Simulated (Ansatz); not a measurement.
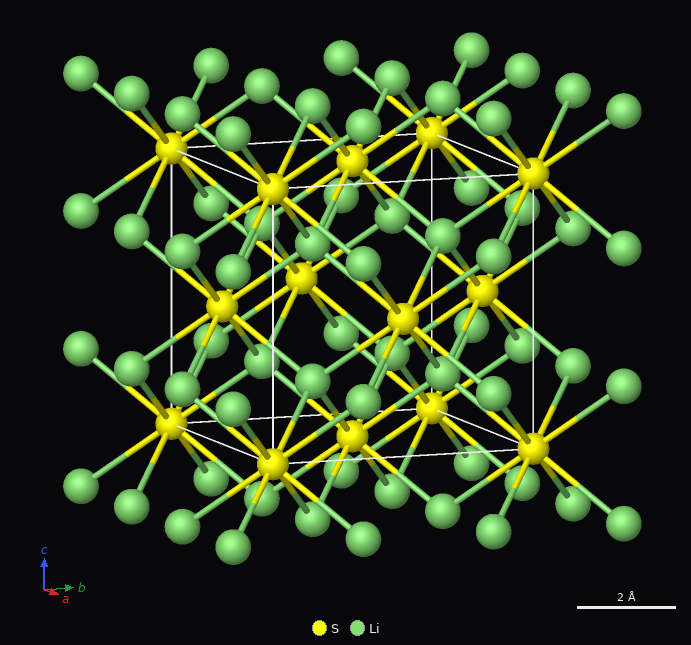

An orthographic ball-and-stick view of the structure, slightly off an axis. The edges of the drawn cell (a repeat of the simulation cell) are marked. Outside the box, the atoms bonded to those within are drawn.

Li₂S, a = 5.691 Å, b = 5.691 Å, c = 5.691 Å, α = 90.00°, β = 90.00°, γ = 89.51°. Strictly the space group is Immm (No. 71, within 0.01 Å). It is a distorted form of a face-centred cubic structure, space group Fm-3m (No. 225) within 0.25 Å: antifluorite. Provenance: a structure type filled with these elements by a generator (whether the compound takes this form wasn't checked). The cell was then strained or its atoms displaced on purpose. It was run through Ansatz as a DFT input.

This one geometry was computed with Ansatz (DFT, plane waves, PAW) at three levels of theory: r2SCAN, PBE and HSE06. It was relaxed with r2SCAN and then strained.

How does the band gap change with the level of theory?

PBE: a gap of 3.37 eV, indirect; r2SCAN: a gap of 3.86 eV, indirect; HSE06: a gap of 4.32 eV, indirect.

Collect the results in a table.

| level | cutoff (eV) | k-mesh of the run's cell | gap (eV) | pressure (GPa) |
| --- | --- | --- | --- | --- |
| r2SCAN | 500 | 8×8×8 | 3.86 | 0.0 |
| PBE | 420 | 8×8×8 | 3.37 | 0.3 |
| HSE06 | 420 | 6×6×6 | 4.32 | -0.4 |

Gaps are taken on the k-mesh or band path of each run.
